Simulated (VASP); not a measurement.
**ZnO (zincite) with PBE: from relaxation to properties**

Aim: relax ZnO (zincite) with PBE, compute its properties on that cell and hold them against experiment. The steps: full relaxation (PBE), second relaxation, density, ELF and potential (PBE), bands along the symmetry lines (PBE), density of states (PBE), zone-centre phonons (PBE), independent-particle dielectric function (PBE), core levels (PBE), bands along the symmetry lines (HSE06) and bands along the symmetry lines (TB-mBJ). The start is a cell from a database of measured crystal structures.

Method: PBE; plane waves and PAW (Zn, O), in the first sound run; inputs show where later runs differ, in VASP 6.6.1.

Experimental background.

For ZnO, wurtzite (polycrystalline, from oxalate precursor, 298 K), “Local structures of polar wurtzites Zn1-xMgxO studied by Raman and 67Zn/25Mg NMR spectroscopies and by total neutron scattering” (2008, arxiv:0808.0492) gives, by time-of-flight neutron powder diffraction: lattice constant a (a, Rietveld) 3.24945 ± 1e-05 Å; lattice constant c (c, Rietveld) 5.20574 ± 3e-05 Å.

For ZnO, wurtzite (bulk crystal), “Effect of Strain and Surface Proximity on the Acceptor Grouping in ZnO” (2023, pmc:10652265) quotes earlier work: band gap (experimental band gap quoted from earlier work) about 3.38 eV [literature gap quoted in the computational methods as the target for the +U parameters …].

“Two Photon–Pumped Whispering‐Gallery Mode Lasing and Dynamic Regulation” (2019, pmc:6864518) reports for ZnO, wurtzite, by polarised confocal micro-Raman, 532 nm (single microrod grown by vapour-phase transport, unstrained, light polarised perpendicular to c, 300 K): Raman mode (E2(low)) 95 cm⁻¹ [single microrod on PET; all modes in this set lie about 4 cm-1 below usual ZnO values …]; Raman mode (A1(TO)) 374 cm⁻¹ [single microrod on PET; all modes in this set lie about 4 cm-1 below usual ZnO values …]; Raman mode (E2(high)) 434.6 cm⁻¹ [single microrod on PET; all modes in this set lie about 4 cm-1 below usual ZnO values …].

Most raw output is cut from this account.

### Step 1. Set-up

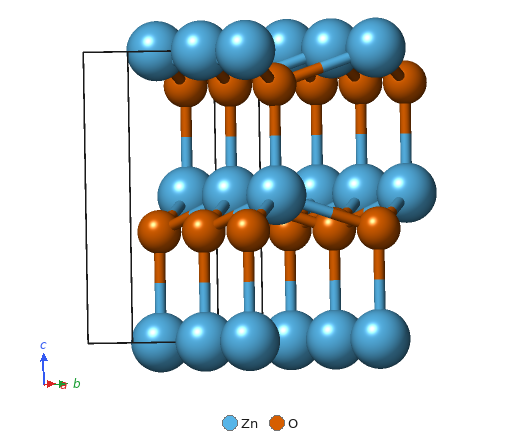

Start, viewed slightly off an axis; zinc blue, oxygen orange. 3×2×1 cells are drawn. Some periodic images of atoms are drawn too.

Structure file:

```
Zn O
1.0
     3.24931    0.00000    0.00000
    -1.62465    2.81398    0.00000
     0.00000    0.00000    5.20571
Zn O
2 2
Direct
  0.33333 0.66667 0.50000
  0.66667 0.33333 0.00000
  0.66667 0.33333 0.37901
  0.33333 0.66667 0.87901
```

### Step 2. Full relaxation (PBE)

Properties are meant for the cell that this level of theory prefers, so cell and atoms are relaxed first (ISIF = 3) until forces and stress are small; EDIFFG sets the threshold. PBE, the usual starting point, adds the gradient of the density.

Contents of INCAR:

```
SYSTEM = ZnO
PREC = Accurate
ENCUT = 520
EDIFF = 1E-06
NELM = 100
ISMEAR = 0
SIGMA = 0.05
LREAL = .FALSE.
ALGO = Normal
GGA = PE
NBANDS = 24
LORBIT = 11
LWAVE = .FALSE.
LCHARG = .FALSE.
KPAR = 4
IBRION = 2
NSW = 60
ISIF = 3
EDIFFG = -0.01
```

Contents of POSCAR:

```
ZnO
1.0
    3.2493080000      0.0000000000      0.0000000000
   -1.6246540000      2.8139832727      0.0000000000
    0.0000000000      0.0000000000      5.2057090000
Zn O
2 2
Direct
    0.3333333333      0.6666666667      0.5000000000
    0.6666666667      0.3333333333      0.0000000000
    0.6666666667      0.3333333333      0.3790100000
    0.3333333333      0.6666666667      0.8790100000
```

Contents of KPOINTS:

```
Automatic mesh
0
Gamma
8 8 5
0 0 0
```

PAW data sets: Zn and O (PBE family, release 64).

The run is started by

```console
> mpirun -np 4 vasp_std
```

Elapsed: 60 s, on 4 MPI ranks of AMD EPYC 7R43, shared host; peak memory 0.6 GiB.

The gap is read on the k-mesh alone, so it is an upper bound where the band edges lie off the mesh. The run keeps the 12 symmetry operations of its start, so it cannot find a distortion of lower symmetry.

Relaxation path:

| step | energy less that of the first step (eV) | largest force (eV/Å) | pressure (GPa) | volume (Å³) |
| --- | --- | --- | --- | --- |
| 1 | 0.0000 | 0.0750 | 6.04 | 47.60 |
| 2 | -0.0285 | 0.0292 | -2.78 | 50.76 |
| 3 | -0.0383 | 0.0021 | -0.03 | 49.65 |
| 4 | -0.0383 | 0.0008 | 0.06 | 49.61 |
| 5 | -0.0384 | 0.0099 | 0.19 | 49.60 |
| 6 | -0.0384 | 0.0133 | 0.10 | 49.60 |
| 7 | -0.0384 | 0.0089 | 0.04 | 49.65 |

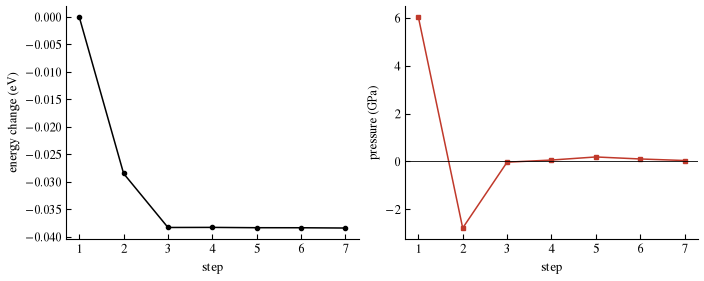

Energy and pressure along the relaxation.

| conventional cell, symmetrised | before | after | change |
| --- | --- | --- | --- |
| a (Å) | 3.249 | 3.289 | +1.2 % |
| b (Å) | 3.249 | 3.289 | +1.2 % |
| c (Å) | 5.206 | 5.302 | +1.8 % |
| volume (Å³/atom) | 11.90 | 12.41 | +4.3 % |

The relaxed structure:

```xyz
4
Lattice="3.2885 0.0000 0.0000 -1.6443 2.8479 0.0000 0.0000 0.0000 5.3019" Properties=species:S:1:pos:R:3 pbc="T T T"
Zn    0.0000    1.8986    2.6493
Zn    1.6443    0.9493   -0.0016
O     1.6443    0.9493    2.0111
O     0.0000    1.8986    4.6620
```

This step gave:

* electrons: 36
* bands: 24
* irreducible k-points: 30
* symmetry operations: 12
* free energy (TOTEN): -17.86 eV
* Fermi energy: 1.127 eV
* pressure: 0.03917 GPa
* metallic: no
* valence top at k: 0, 0, 0
* conduction bottom at k: 0, 0, 0
* least direct gap at k: 0, 0, 0
* SCF cycles over all ionic steps: 51
* gap on the k-mesh: 0.7171 eV
* least direct gap on the k-mesh: 0.7171 eV

It ends with a largest force of 0.009 eV/Å and a pressure of 0.04 GPa. The volume lies +4.3 % from that of the database's start.

### Step 3. Second relaxation

A relaxation keeps the plane waves of the cell it began with, so it is repeated from the new cell, on a basis made for it. The mesh changes with the cell too.

INCAR is that of step 2.

Contents of POSCAR:

```
ZnO
1.0
    3.2885064752      0.0000000000      0.0000000000
   -1.6442532376      2.8479301480      0.0000000000
    0.0000000000      0.0000000000      5.3018776255
Zn O
2 2
Direct
    0.3333333333      0.6666666667      0.4996979181
    0.6666666667      0.3333333333      0.9996979181
    0.6666666667      0.3333333333      0.3793120819
    0.3333333333      0.6666666667      0.8793120819
```

Contents of KPOINTS:

```
Automatic mesh
0
Gamma
8 8 4
0 0 0
```

The run is started by

```console
> mpirun -np 4 vasp_std
```

Run time: 20 s. Hardware: 4 MPI ranks; peak memory 0.59 GiB; 76 s of CPU time.

Little changed from the start: no atom moved by 0.005 Å and no cell edge by 0.1 %.

A gap read on the k-mesh alone can miss the band edges.

This step gave:

```
pressure                        : 0.03717 GPa
SCF cycles over all ionic steps : 15
gap on the k-mesh               : 0.7169 eV
least direct gap on the k-mesh  : 0.7169 eV
```

It ends with a largest force of 0.009 eV/Å and a pressure of 0.04 GPa. The volume moved by under 0.01 %: the run met its threshold at the first step.

### Step 4. Density, ELF and potential (PBE)

A single point on the relaxed cell gives a clean self-consistent state, with density, ELF and potential written out.

Changes to INCAR since step 3:

```diff
@@ -13,7 +13,5 @@
 LWAVE = .FALSE.
-LCHARG = .FALSE.
-KPAR = 4
-IBRION = 2
-NSW = 60
-ISIF = 3
-EDIFFG = -0.01
+LCHARG = .TRUE.
+ISIF = 2
+LELF = .TRUE.
+LVHAR = .TRUE.
```

POSCAR is that of step 3.

KPOINTS is that of step 3.

The run is started by

```console
> mpirun -np 4 vasp_std
```

Elapsed: 22 s, on 4 MPI ranks; peak memory 0.38 GiB; 82 s of CPU time.

This step gave:

```
SCF cycles : 15
```

Valence electrons inside each PAW sphere by angular momentum. Sphere charges, by row:

| atom | s (e) | p (e) | d (e) | tot (e) |
| --- | --- | --- | --- | --- |
| Zn1 | 0.446 | 0.452 | 9.89 | 10.79 |
| Zn2 | 0.446 | 0.452 | 9.89 | 10.79 |
| O3 | 1.55 | 3.436 | 0 | 4.986 |
| O4 | 1.55 | 3.436 | 0 | 4.986 |

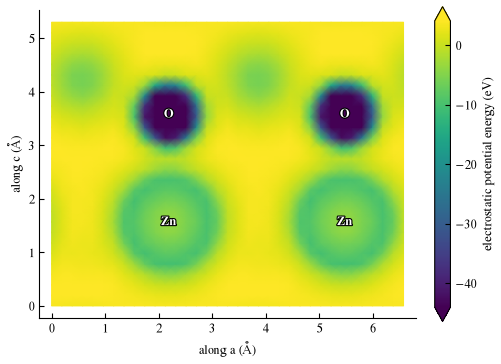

Electrostatic potential energy in the ac plane at fractional y = 0.333, with atoms of Zn and O within 0.2 Å of it. With pseudopotentials it is smooth inside the atoms' cores, unlike the true potential. The map starts off the cell's origin, so that atoms lie inside it.

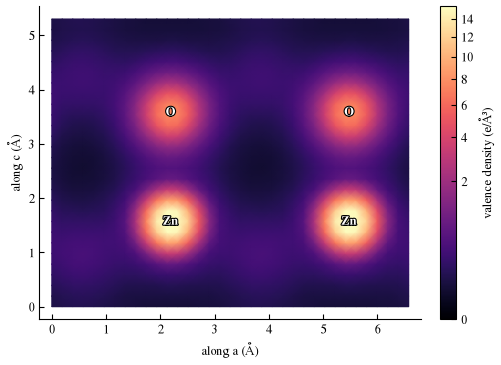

Valence density in the ac plane at fractional y = 0.333, with atoms of Zn and O within 0.2 Å of it. It is the smooth field of the valence electrons, not physical close to the nuclei. The map starts off the cell's origin, so that atoms lie inside it. The colour scale is stretched toward low values.

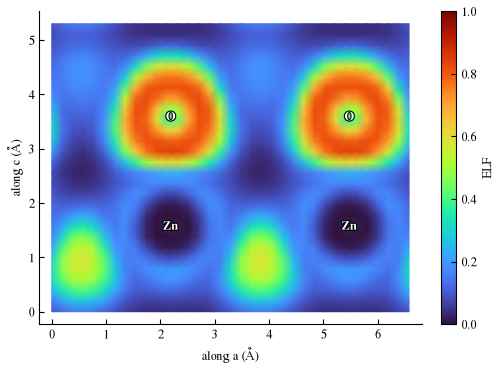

ELF in the ac plane at fractional y = 0.333, with atoms of Zn and O within 0.2 Å of it. It is the smooth field of the valence electrons, not physical close to the nuclei. The map starts off the cell's origin, so that atoms lie inside it.

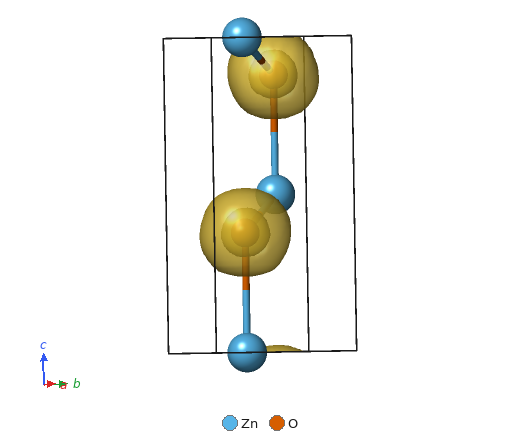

Surface of ELF = 0.76.

In this run the pressure is 0.04 GPa, small enough to go on.

### Step 5. Bands along the symmetry lines (PBE)

Levels along the symmetry lines show where the bands peak and cross; KPOINTS_OPT computes them in the converged potential.

Contents of INCAR:

```
SYSTEM = ZnO
PREC = Accurate
ENCUT = 520
EDIFF = 1E-06
NELM = 100
ISMEAR = 0
SIGMA = 0.05
LREAL = .FALSE.
ALGO = Normal
GGA = PE
NBANDS = 32
LORBIT = 11
LWAVE = .FALSE.
LCHARG = .FALSE.
KPAR = 4
```

POSCAR is that of step 4.

KPOINTS is that of step 4.

Contents of KPOINTS_OPT:

```
Line mode
16
Line-mode
Reciprocal
  0.00000000   0.00000000   0.00000000 GAMMA
  0.50000000   0.00000000   0.00000000 M

  0.50000000   0.00000000   0.00000000 M
  0.33333333   0.33333333   0.00000000 K

  0.33333333   0.33333333   0.00000000 K
  0.00000000   0.00000000   0.00000000 GAMMA

  0.00000000   0.00000000   0.00000000 GAMMA
  0.00000000   0.00000000   0.50000000 A

  0.00000000   0.00000000   0.50000000 A
  0.50000000   0.00000000   0.50000000 L

  0.50000000   0.00000000   0.50000000 L
  0.33333333   0.33333333   0.50000000 H

  0.33333333   0.33333333   0.50000000 H
  0.00000000   0.00000000   0.50000000 A

  0.50000000   0.00000000   0.50000000 L
  0.50000000   0.00000000   0.00000000 M

  0.33333333   0.33333333   0.00000000 K
  0.33333333   0.33333333   0.50000000 H
```

The run is started by

```console
> mpirun -np 4 vasp_std
```

It took 67 s on 4 MPI ranks; peak memory 0.71 GiB.

Numbers from this step:

- bands: 32
- Fermi energy: 1.082 eV
- pressure: -3.92e-4 GPa
- least gap on mesh and path: 0.7168 eV
- least direct gap on mesh and path: 0.7168 eV

The electronic bands at the labelled points (eV, zero at the valence-band top; v1 is the highest filled band, c1 the lowest empty one):

| point | v4 | v3 | v2 | v1 | c1 | c2 | c3 |
| --- | --- | --- | --- | --- | --- | --- | --- |
| Γ | -0.74 | -0.08 | 0.00 | 0.00 | 0.72 | 5.06 | 8.05 |
| M | -2.70 | -2.12 | -1.22 | -0.79 | 5.59 | 6.81 | 7.52 |
| K | -3.46 | -1.82 | -1.82 | -1.64 | 7.44 | 7.44 | 7.67 |
| Γ | -0.74 | -0.08 | 0.00 | 0.00 | 0.72 | 5.06 | 8.05 |
| A | -0.37 | -0.37 | -0.37 | -0.37 | 3.34 | 3.34 | 9.89 |
| L | -1.42 | -1.42 | -1.30 | -1.30 | 5.62 | 5.62 | 8.18 |
| H | -2.57 | -2.57 | -1.17 | -1.17 | 7.74 | 7.74 | 7.94 |
| A | -0.37 | -0.37 | -0.37 | -0.37 | 3.34 | 3.34 | 9.89 |
| jump to L | -1.42 | -1.42 | -1.30 | -1.30 | 5.62 | 5.62 | 8.18 |
| M | -2.70 | -2.12 | -1.22 | -0.79 | 5.59 | 6.81 | 7.52 |
| jump to K | -3.46 | -1.82 | -1.82 | -1.64 | 7.44 | 7.44 | 7.67 |
| H | -2.57 | -2.57 | -1.17 | -1.17 | 7.74 | 7.74 | 7.94 |

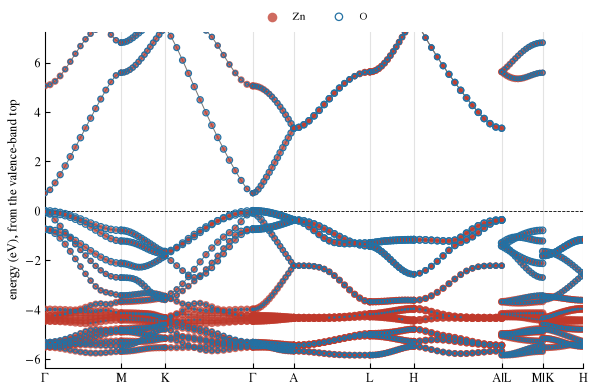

Electronic bands along the path; dots are coloured as in the legend, and their area grows with the weight.

The path finds the gap of the mesh within 0.02 eV, so the mesh comes close to both band edges.

### Step 6. Density of states (PBE)

Here the states are counted by energy and projected on the atoms. The mesh is finer than in the run before.

Changes to INCAR since step 5:

```diff
@@ -5,3 +5,3 @@
 NELM = 100
-ISMEAR = 0
+ISMEAR = -5
 SIGMA = 0.05
@@ -15 +15,2 @@
 KPAR = 4
+NEDOS = 2001
```

POSCAR is that of step 5.

Contents of KPOINTS:

```
Automatic mesh
0
Gamma
12 12 6
0 0 0
```

The run is started by

```console
> mpirun -np 4 vasp_std
```

The job ended after 51 s (4 MPI ranks; peak memory 0.77 GiB; 3.3 min of CPU time).

Numbers from this step:

| Property | Result |
| --- | --- |
| irreducible k-points | 76 |
| Fermi energy | 0.8565 eV |
| pressure | 0.005167 GPa |
| gap on the k-mesh | 0.7172 eV |
| least direct gap on the k-mesh | 0.7172 eV |

The density of states has structure finer than the step of the table below, so its rows give means over 2 eV, whole bins alone (the curve runs from -12.0 to 8.70 eV). Peaks (eV: height): total -5.7: 13.9, -5.2: 19.0, -4.3: 24.4, -4.2: 29.5; Zn d -5.2: 13.4, -4.3: 23.7, -4.2: 28.8; O p -5.7: 2.94, -5.2: 3.15, -1.2: 3.37, 8.3: 1.86; Zn s -5.7: 0.901, -3.7: 0.565, 5.5: 0.291, 8.3: 1.77.

States under -12.0 eV and over 8.7 eV are left out. Table of density of states by energy, zero at the valence-band top; means over each step; values in states/eV/cell:

| energy (eV) | total | Zn d | O p | Zn s |
| --- | --- | --- | --- | --- |
| -8 | 0 | 0 | 0 | 0 |
| -6 | 4.73 | 3.00 | 0.867 | 0.145 |
| -4 | 6.72 | 5.57 | 0.509 | 0.161 |
| -2 | 3.31 | 0.984 | 1.38 | 0.0893 |
| 0 | 1.27 | 0.326 | 0.674 | 0.00443 |
| 2 | 0.108 | 0.00155 | 0.0252 | 0.0210 |
| 4 | 0.478 | 0.00377 | 0.111 | 0.0882 |
| 6 | 1.11 | 0.0297 | 0.197 | 0.204 |

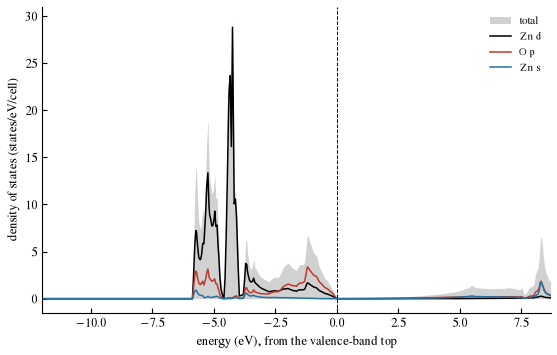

Density of states against energy.

The gap on this mesh is 0.72 eV. In the top eV of the valence band the largest shares in the PAW spheres are O p 53 % and Zn d 26 %. The rest lies in smaller channels or between the spheres.

### Step 7. Zone-centre phonons (PBE)

Zone-centre modes test whether the atoms sit at a minimum within this cell. IBRION = 8 takes the force constants from linear response, which needs tightly converged orbitals.

Contents of INCAR:

```
SYSTEM = ZnO
PREC = Accurate
ENCUT = 520
EDIFF = 1E-08
NELM = 100
ISMEAR = 0
SIGMA = 0.05
LREAL = .FALSE.
ALGO = Normal
GGA = PE
NBANDS = 24
LORBIT = 11
LWAVE = .FALSE.
LCHARG = .FALSE.
KPAR = 4
IBRION = 8
LEPSILON = .TRUE.
ISIF = 2
```

POSCAR is that of step 6.

Contents of KPOINTS:

```
Automatic mesh
0
Gamma
8 8 4
0 0 0
```

The run is started by

```console
> mpirun -np 4 vasp_std
```

Wall time 7.7 min (4 MPI ranks); peak memory 1.7 GiB; 30 min of CPU time.

Energies printed during the response cycles are not total energies of the cell. With a direct gap this small, the dielectric response converges slowly with the mesh, so tensor and charges are uncertain; a mesh that holds the point of the least gap tends to give too large a tensor.

This step gave:

- bands: 24
- irreducible k-points: 30
- pressure of the cell: 0.02933 GPa
- largest force of the cell: 0.008707 eV/Å
- Fermi energy: 1.127 eV
- gap on the k-mesh: 0.7169 eV
- least direct gap on the k-mesh: 0.7169 eV

Electronic dielectric tensor with local fields:

```
7.21 0.00 0.00
0.00 7.21 0.00
0.00 0.00 6.89
```

Born effective charge (e), principal values of the symmetric part by kind of site:

| atom | atoms with these values | low | middle | high | mean |
| --- | --- | --- | --- | --- | --- |
| Zn1 | 2 | 2.18 | 2.18 | 2.23 | 2.19 |
| O3 | 2 | -2.23 | -2.18 | -2.18 | -2.19 |

In full for O3:

```
-2.18  0.00  0.00
 0.00 -2.18  0.00
 0.00  0.00 -2.23
```

Transverse limit, no LO-TO splitting. Modes at Γ, with each element's share of the kinetic energy:

| mode | frequency (cm⁻¹) | symmetry | Zn % | O % |
| --- | --- | --- | --- | --- |
| 1 | -0.7 | acoustic | 80 | 20 |
| 2 | -0.3 | acoustic | 80 | 20 |
| 3 | -0.3 | acoustic | 80 | 20 |
| 4 | 93.2 | E2 | 86 | 14 |
| 5 | 93.2 | E2 | 86 | 14 |
| 6 | 246.2 | B | 99 | 1 |
| 7 | 350.6 | A1 | 20 | 80 |
| 8 | 373.7 | E1 | 20 | 80 |
| 9 | 373.7 | E1 | 20 | 80 |
| 10 | 404.2 | E2 | 14 | 86 |
| 11 | 404.2 | E2 | 14 | 86 |
| 12 | 509.2 | B | 1 | 99 |

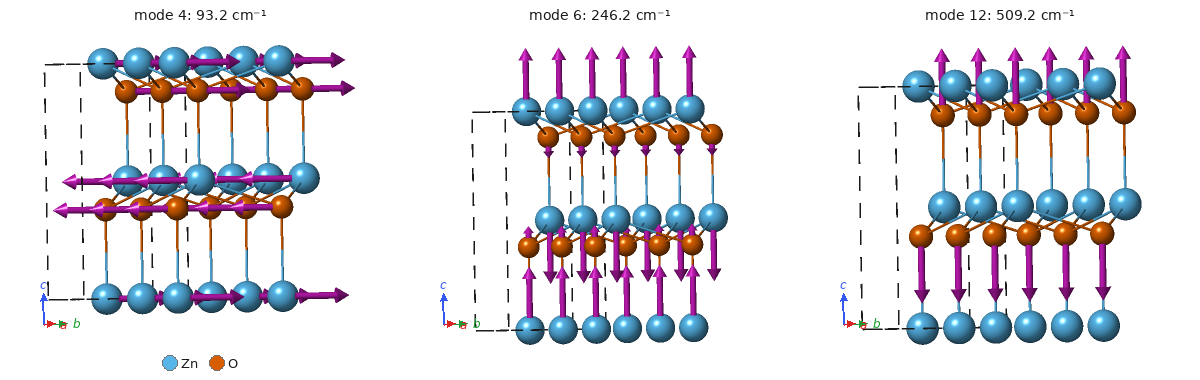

Displacement patterns of modes 4, 6 and 12 at Γ; arrows are exaggerated. 3×2×1 cells are drawn. Some periodic images of atoms are drawn too.

The three acoustic modes lie within 0.7 cm⁻¹ of zero, and all others are real. By the characters of their eigenvectors the optical modes sort into (cm⁻¹) Raman active: E2 93, A1 351, E1 374, E2 404; infrared active: A1 351, E1 374; silent: B 246, B 509. B labels carry no number here, since it depends on the setting of the axes.

### Step 8. Independent-particle dielectric function (PBE)

LOPTICS sums transitions from filled to empty bands. The mesh is finer than in the run before. NBANDS is raised for it.

Contents of INCAR:

```
SYSTEM = ZnO
PREC = Accurate
ENCUT = 520
EDIFF = 1E-06
NELM = 100
ISMEAR = 0
SIGMA = 0.05
LREAL = .FALSE.
ALGO = Normal
GGA = PE
NBANDS = 50
LORBIT = 11
LWAVE = .FALSE.
LCHARG = .FALSE.
KPAR = 4
LOPTICS = .TRUE.
NEDOS = 1500
CSHIFT = 0.1
```

POSCAR is that of step 7.

Contents of KPOINTS:

```
Automatic mesh
0
Gamma
12 12 6
0 0 0
```

The run is started by

```console
> mpirun -np 4 vasp_std
```

It took 74 s on 4 MPI ranks; peak memory 1.4 GiB; 4.8 min of CPU time.

With so small a gap the low-energy part of the spectrum hangs on the few k-points near the gap and is not converged. These are independent-particle spectra without excitons or local fields, and fine structure depends on the mesh and on CSHIFT.

This step gave:

```
SCF cycles                     : 13
bands                          : 50
irreducible k-points           : 76
Fermi energy                   : 1.045 eV
pressure                       : -0.003321 GPa
gap on the k-mesh              : 0.7170 eV
least direct gap on the k-mesh : 0.7170 eV
```

The imaginary dielectric function has structure finer than the step of the table below, so its rows give means over 1 eV, whole bins alone (the curve runs from 0 to 25.0 eV). Peaks (eV: height): xx 0.7: 2.55, 1.4: 2.55, 1.9: 2.51, 3.5: 2.12, 4.5: 1.96, 6.8: 3.23, 10.3: 5.22; zz 1.4: 3.42, 5.9: 2.88, 6.8: 4.42, 8.9: 3.07, 10.4: 4.31, 11.7: 4.96, 12.5: 4.81.

Table of imaginary dielectric function by photon energy; means over each step:

| photon energy (eV) | xx | zz |
| --- | --- | --- |
| 1 | 1.45 | 1.51 |
| 2 | 1.54 | 1.66 |
| 3 | 1.51 | 1.67 |
| 4 | 1.45 | 1.60 |
| 5 | 1.65 | 1.65 |
| 6 | 2.39 | 2.35 |
| 7 | 2.57 | 2.98 |
| 8 | 2.18 | 2.44 |
| 9 | 2.86 | 2.75 |
| 10 | 4.61 | 3.14 |
| 11 | 3.72 | 3.47 |
| 12 | 3.56 | 4.38 |
| 13 | 3.19 | 3.83 |
| 14 | 2.65 | 2.48 |
| 15 | 1.47 | 1.30 |
| 16 | 1.13 | 1.20 |
| 17 | 0.931 | 0.908 |
| 18 | 0.844 | 0.919 |
| 19 | 0.544 | 0.529 |
| 20 | 0.481 | 0.456 |
| 21 | 0.481 | 0.446 |
| 22 | 0.483 | 0.386 |
| 23 | 0.411 | 0.355 |
| 24 | 0.374 | 0.386 |

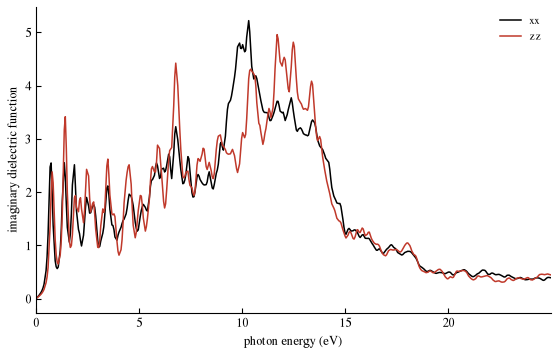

Imaginary dielectric function, plotted against photon energy.

Table of real dielectric function by photon energy:

| photon energy (eV) | xx | zz |
| --- | --- | --- |
| 0.0 | 5.67 | 5.65 |
| 2.5 | 4.15 | 4.11 |
| 5.0 | 4.02 | 4.01 |
| 7.5 | 2.62 | 2.62 |
| 10.0 | 2.58 | 3.16 |
| 12.5 | 0.0767 | 0.341 |
| 15.0 | -0.780 | -0.670 |
| 17.5 | -0.0879 | 0.00265 |
| 20.0 | 0.320 | 0.266 |
| 22.5 | 0.463 | 0.503 |

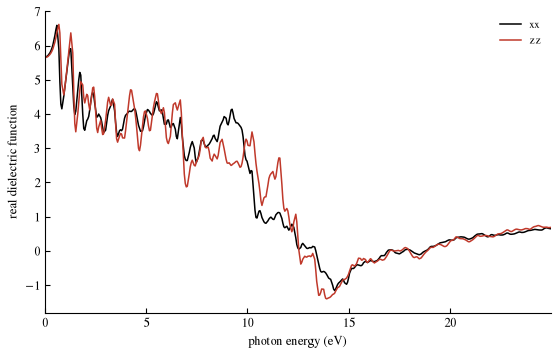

Real dielectric function, plotted against photon energy.

The mean of ε2 over directions passes 5 % of its top at 0.49 eV, against a least direct gap of 0.72 eV on this mesh; what lies under the gap is the tail of the broadening by CSHIFT.

(Continued in part 2 of 2.)

[Lines on the potential files, build, host, timing and source positions are cut from VASP's logs without a mark.]

[Logs are printed without paths, hosts, clocks, repeated set-up lines and the standing remarks that a program may print on its own settings, such as how far it seeks lower states.]

[Hosts, paths, dates, database ids (printed as entryN), source tags and the programs' standing remarks are cut or masked in the printed files.]

[A measured line is paired with the nearest computed mode of its activity, which favours agreement.]
